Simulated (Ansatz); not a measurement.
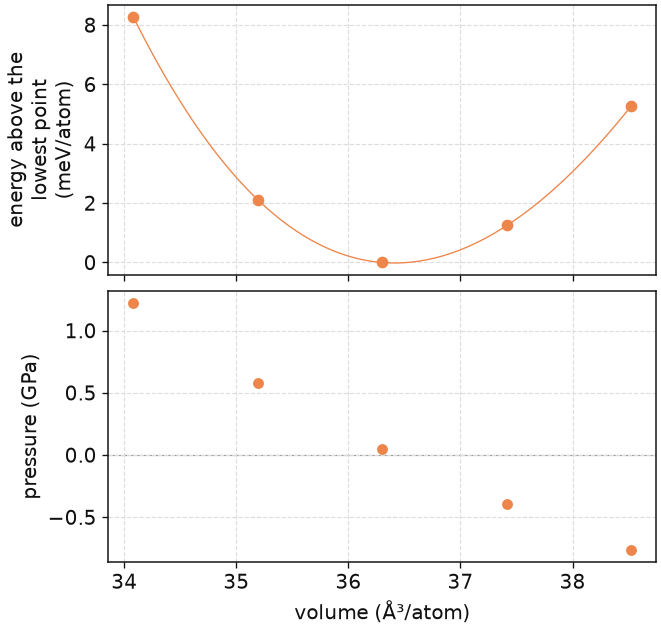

The figure shows the energy above the lowest point and pressure against volume for CsCl, space group Pm-3m (No. 221) (one of a set of cubic test structures, which need not be the stable phase).

How it was computed, with Ansatz 0.2.0 development build: equation of state of a cubic crystal from periodic Kohn-Sham density functional theory without spin, third-order Birch-Murnaghan fit to the free energies; pressure corrected for the finite basis. Level: HSE06.

structure type CsCl; atoms in cell 2; space group number 221; lattice centring simple cubic; k mesh 4×4×4; occupation method Fermi–Dirac; occupation width 0.05 eV; wave cutoff 700 eV; datasets hard PAW; density tolerance 0 eV; bands 17; density cutoff ratio 4; search for lower states default; exchange singularity regularized.

**Give the fitted equation-of-state parameters.**

A third-order Birch–Murnaghan fit gives V0 = 36.41 Å³/atom, B0 = 15.5 GPa and B′ = 5.1.

**How does the pressure vary with volume?**

It falls from 1.219 GPa at volume 34.08 Å³/atom to −0.760 GPa at 38.53 Å³/atom, and changes sign near 36.4 Å³/atom.

Keep in mind: pseudopotentials made with PBE, not this functional.

The computed values:

| volume (Å³/atom) | energy above the lowest point (meV/atom) | pressure (GPa) |
| --- | --- | --- |
| 34.08 | 8.28 | 1.219 |
| 35.19 | 2.11 | 0.580 |
| 36.30 | 0.00 | 0.050 |
| 37.41 | 1.25 | −0.390 |
| 38.53 | 5.28 | −0.760 |
